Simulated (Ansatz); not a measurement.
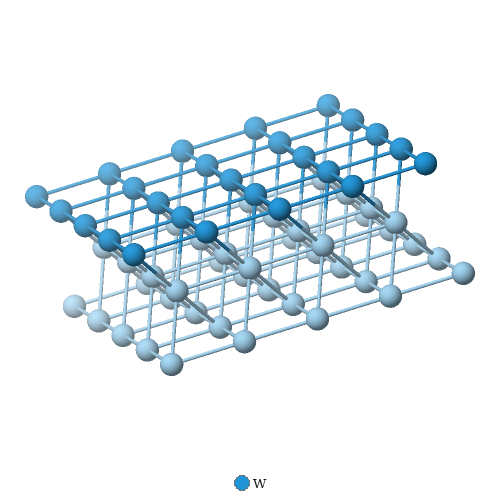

The system is Si on a W(110) slab cut from the Im-3m phase, its upper half relaxed before the scan (12 atoms of substrate and one adsorbate in a 2 × 2 cell); the picture shows it without the atoms that are moved over the map. Si is moved over the surface cell; relaxed at each place: the height of the adsorbate's atoms; substrate rigid; the origin of the map has the adsorbate above W9. Places are given modulo a cell vector. The map is drawn in real space over the plane of the surface. Grid: 6 × 6 points; 13 points were computed and 23 follow by symmetry. Places are given in fractions of the 1 × 1 surface cell. Energies are in eV, from the lowest grid point. Level of theory: DFT PBE, scalar-relativistic, plane waves, PAW in Ansatz 0.2.0. Settings: cutoff 420 eV, k-mesh 5×5×1, gaussian smearing 0.1 eV, no spin polarisation.

Range: position of Si13 along the first surface vector from 0.000 to 0.833; position of Si13 along the second surface vector from 0.000 to 0.833.

What will the energy surface look like?

The lowest grid point is at a bridge site between two W atoms, over a second-layer W atom, (3/6, 3/6) of the cell vectors. No other kind of well shows on this grid. The highest grid point, the top site over a surface W atom, (0/6, 0/6) of the cell vectors, lies 1.66 eV above the lowest. On the interpolated surface the easiest way out of the lowest well to its copy in the next cell or period passes a barrier of about 0.77 eV. At the lowest point the adsorbate has 2 W at 2.43 Å as nearest neighbours, at the highest 1 W at 2.35 Å. Its relaxed height above the top atom is 1.84 Å at the lowest and 2.35 Å at the highest point.

| second ↓, first → | 0/6 | 1/6 | 2/6 | 3/6 | 4/6 | 5/6 |
| --- | --- | --- | --- | --- | --- | --- |
| 5/6 | 1.54 | 1.38 | 0.92 | 0.66 | 1.07 | 1.44 |
| 4/6 | 1.14 | 0.92 | 0.44 | 0.28 | 0.71 | 1.07 |
| 3/6 | 0.77 | 0.66 | 0.28 | 0.00 | 0.28 | 0.66 |
| 2/6 | 1.14 | 1.07 | 0.71 | 0.28 | 0.44 | 0.92 |
| 1/6 | 1.54 | 1.44 | 1.07 | 0.66 | 0.92 | 1.38 |
| 0/6 | 1.66 | 1.54 | 1.14 | 0.77 | 1.14 | 1.54 |

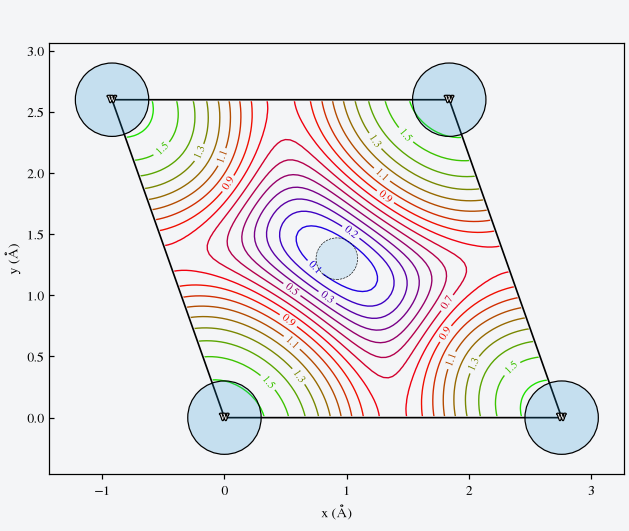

The picture shows contour lines labelled in eV, labelled circles for the atoms of the top layer and small ones for the second layer, the outline of one cell of the plane. Between grid points the surface is interpolated.

Time for the 13 points that were run: 5.6 min on 4 threads of Intel(R) Xeon(R) 6975P-C (Granite Rapids), on a shared host.

PAW datasets: the set soft_1.
